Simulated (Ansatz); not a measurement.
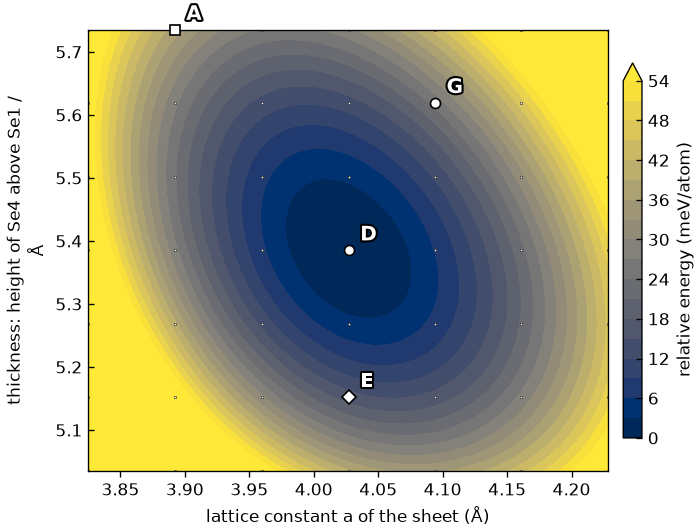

A two-dimensional sheet of InSe (4 atoms in the cell). The lattice constant and the thickness of a sheet are varied, nothing relaxed. Coordinates scanned: (1) lattice constant a of the sheet (both vectors scaled alike); (2) thickness: height of Se4 above Se1, all heights scaled alike. Grid: 7 × 7 points. Points are written as (first, second). Energies are in meV/atom, from the lowest grid point. Computed with DFT PBE+D3(BJ), scalar-relativistic, plane waves, PAW (Ansatz 0.2.0). Settings: cutoff 420 eV, k-mesh 9×9×1, gaussian smearing 0.02 eV, no spin polarisation.

In the figure: filled contours, dots at the grid points, one colour for all values above the top of the scale, lettered points. Between grid points the surface is interpolated.

What kind of point is each of D, E, G: minimum, saddle, maximum or slope?

D: minimum; E: on a slope; G: on a slope. (In these two coordinates alone; a stationary point may lie a little off the grid point.)

Rank the lettered points by energy, lowest first.

D (0 meV/atom), E (17 meV/atom), G (25 meV/atom), A (37 meV/atom).

PAW datasets: the set soft_1.
